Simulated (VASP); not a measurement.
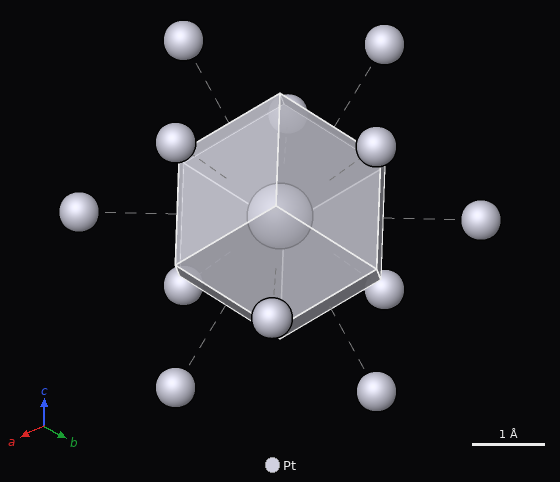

Voronoi–Dirichlet polyhedron, computed geometrically; every face belongs to one neighbour and no atomic radii are used. Central atom: Pt (4a) in Pt; faces take the colour of the neighbour behind them. Source: the end point of a relaxation with VASP Kohn-Sham DFT of a periodic cell, optPBE-vdW, VASP PAW PBE potentials, recommended in VASP 6.6.1.

Pt, space group Fm-3m (No. 225), a = 3.991 Å, b = 3.991 Å, c = 3.991 Å, α = 90.00°, β = 90.00°, γ = 90.00°

```tsv
site	Wyckoff	x	y	z
Pt	4a	0.0000	0.0000	0.0000
```

**What is the volume of this Voronoi cell?**

15.9 Å³, equal to the mean volume per atom.

**How many faces does the cell have, and of which kinds?**

12 faces, index ⟨0,12,0,0⟩: a rhombic dodecahedron, as in the face-centred cubic structure.

**Tabulate the neighbours by distance and solid angle.**

```
neighbour  faces  distance (Å)  solid angle (% of sphere)
       Pt     12          2.82                      100.0
```
